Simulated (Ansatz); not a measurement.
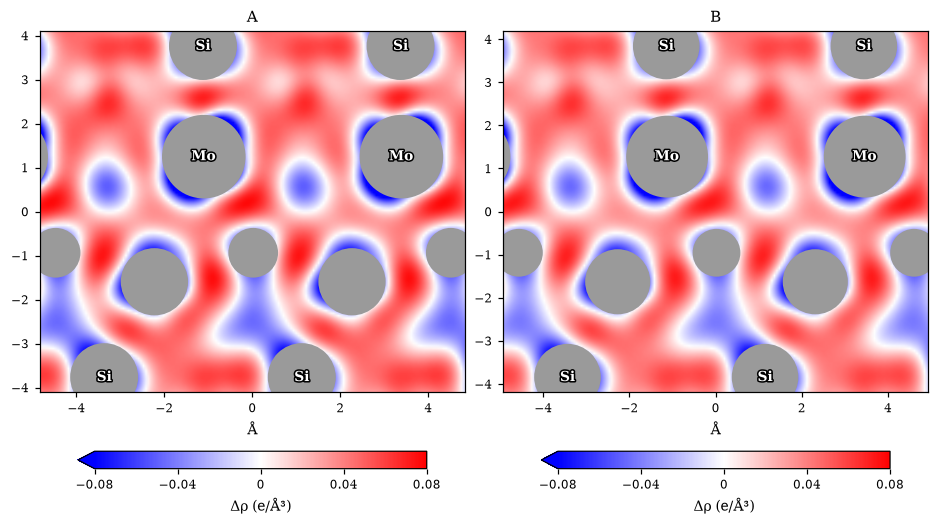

Si$_{2}$Mo: deformation density on the (011) plane of the conventional cell at two volumes, with the same fractional coordinates and one colour scale. Grey discs cover the cores. Panel A has 94 % of the volume of panel B.

Space group P6_222. The cell comes from a database of computed structures, not from a measurement.

These are results of Ansatz 0.2.0, DFT PBE, scalar-relativistic, plane waves, PAW, not measurements.

Q: What changes between the database cell and the scaled one?

A: From B to A, Mo–Si goes from 2.57 to 2.52 Å, and Δρ at its midpoint from +0.06 to +0.07 e/Å³.
- The pressure is 4 GPa in B and 19 GPa in A.
- Bader charges in B: Si −0.07 and Mo +0.14 e; in A: Si −0.03 and Mo +0.06 e.
- The rearranged charge is 0.24 e an atom in B and 0.24 e in A.

Run times: 48 s (base cell) and 47 s (scaled cell), on 2 threads of Intel(R) Xeon(R) 6975P-C (Granite Rapids) (shared host).
